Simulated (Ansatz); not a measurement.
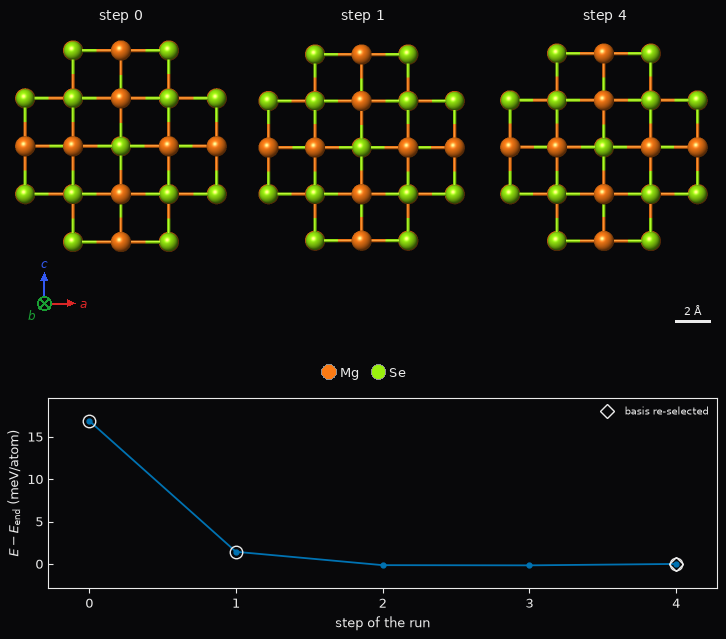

Frames of a relaxation of crystalline MgSe (built on the measured structure type), marked on the history of the run. The picture is a ball-and-stick view of the conventional cell (4 times the calculation's cell), seen along the b axis. Lengths and directions refer to the drawn axes.

These are results of DFT, LDA, plane waves, PAW (Ansatz), not measurements.

Input
```yaml
crystal:
  lattice:
    - [0.0, 2.7544736808, 2.7544736808]
    - [2.7544736808, 0.0, 2.7544736808]
    - [2.7544736808, 2.7544736808, 0.0]
  atoms:
    - { symbol: Mg, position: [0.0, 0.0, 0.0] }
    - { symbol: Se, position: [0.5, 0.5, 0.5] }
kpoints:
  mp_grid: { grid: [8, 8, 8] }
hamiltonian:
  xc: lda
scf:
  occupations: { method: fermi_dirac, width: 0.02 }
relax:
  f_tol: 0.005
  cell: {}
```

Run as
```bash
ansatz run input.yaml --threads 2 --pin off --max-ram 2211MiB --backend cpu --events-out ev --progress --plain --runs-dir out
```

Q: What happens along the run?

A: No atom moves by more than 0.005 Å relative to the cell. Cell: a = b = c 5.509 → 5.392 Å (−2.1 %). Volume −6.3 %. Among the contacts that change: Mg1–Se2 2.754 → 2.696 Å. The space group stays Fm-3m (No. 225). The energy falls by 16.9 meV per atom in 3 accepted moves (4 points after the start). All forces vanish by symmetry, so only the cell relaxes. The pressure goes from −3.91 to 0.00 GPa. At 1 point the geometry stayed and the basis and grid were re-selected for the new cell (energy shift of 0.2 meV per atom at most each time). From step 0 to 1: volume −8.1 %, energy −15.4 meV per atom. From step 1 to 4: volume +2.0 %, energy −1.4 meV per atom.

```json
{"step": "0", "E − E(0), meV/atom": "0.00", "pressure, GPa": "-3.91", "volume, Å³/atom": "20.899", "note": ""}
{"step": "1", "E − E(0), meV/atom": "-15.44", "pressure, GPa": "1.41", "volume, Å³/atom": "19.209", "note": ""}
{"step": "2", "E − E(0), meV/atom": "-17.02", "pressure, GPa": "-0.14", "volume, Å³/atom": "19.630", "note": ""}
{"step": "3", "E − E(0), meV/atom": "-17.04", "pressure, GPa": "0.00", "volume, Å³/atom": "19.591", "note": ""}
{"step": "4", "E − E(0), meV/atom": "-16.88", "pressure, GPa": "0.00", "volume, Å³/atom": "19.591", "note": "same geometry, new basis"}
```
